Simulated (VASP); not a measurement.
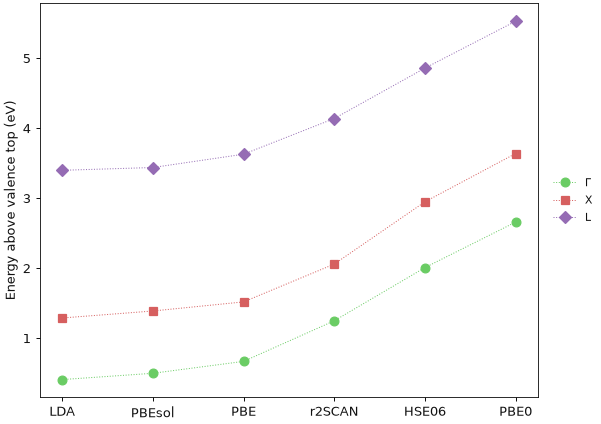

Lowest conduction level at each named k point, counted from the valence-band top at L, by several methods on one cell of rocksalt AgBr, space group Fm-3m (No. 225), 2 atoms in the primitive cell; cubic a = 5.673 Å. All runs are without spin-orbit coupling and carry no moments. The cell is at 4 GPa in PBE.

### Does HSE06 shift these levels rigidly from PBE?

The shifts are +1.34 eV at Γ, +1.43 eV at X and +1.23 eV at L: a spread of 0.20 eV on a mean of 1.33 eV, so one shift describes them only roughly.

### How do the methods rank at Γ?

From low to high: LDA 0.41, PBEsol 0.50, PBE 0.67, r2SCAN 1.25, HSE06 2.01, PBE0 2.66 eV.

### Do the methods agree on which of these conduction levels is lowest?

Yes: all put it at Γ.

| method | program | Γ (eV) | X (eV) | L (eV) |
| --- | --- | --- | --- | --- |
| LDA | VASP | 0.41 | 1.29 | 3.40 |
| PBEsol | VASP | 0.50 | 1.39 | 3.44 |
| PBE | VASP | 0.67 | 1.52 | 3.63 |
| r2SCAN | VASP | 1.25 | 2.06 | 4.14 |
| HSE06 | VASP | 2.01 | 2.95 | 4.86 |
| PBE0 | VASP | 2.66 | 3.64 | 5.53 |

Settings. LDA: VASP PAW LDA potentials, release 64 (Ag, Br), 8×8×8 k mesh, 520 eV cutoff, Gaussian smearing of 0.03 eV (VASP). PBEsol: VASP PAW PBE potentials, release 64 (Ag, Br), 8×8×8 k mesh, 600 eV cutoff, Gaussian smearing of 0.03 eV (VASP 6.6.1). PBE: VASP PAW PBE potentials, release 64 (Ag, Br), 8×8×8 k mesh, 520 eV cutoff, Gaussian smearing of 0.03 eV (VASP). r2SCAN: VASP PAW PBE potentials, release 64 (Ag, Br), 8×8×8 k mesh, 520 eV cutoff, Gaussian smearing of 0.03 eV (VASP 6.6.1). HSE06: VASP PAW PBE potentials, release 64 (Ag, Br), 6×6×6 k mesh, 520 eV cutoff, Gaussian smearing of 0.03 eV (VASP). PBE0: VASP PAW PBE potentials, release 64 (Ag, Br), 6×6×6 k mesh, 520 eV cutoff, Gaussian smearing of 0.03 eV (VASP 6.6.1).

These are six of the 7 methods that were run on this cell. Spin-orbit coupling is left out, which matters for Br. LDA, PBE, r2SCAN, HSE06 and PBE0: the cell was derived from a database entry in an earlier step, so it needn't be the measured one. LDA, GGA and most meta-GGA functionals understate gaps. PBEsol, r2SCAN, HSE06 and PBE0: the PAW data sets were made with another functional. HSE06 and PBE0: the k mesh is thin for exact exchange.
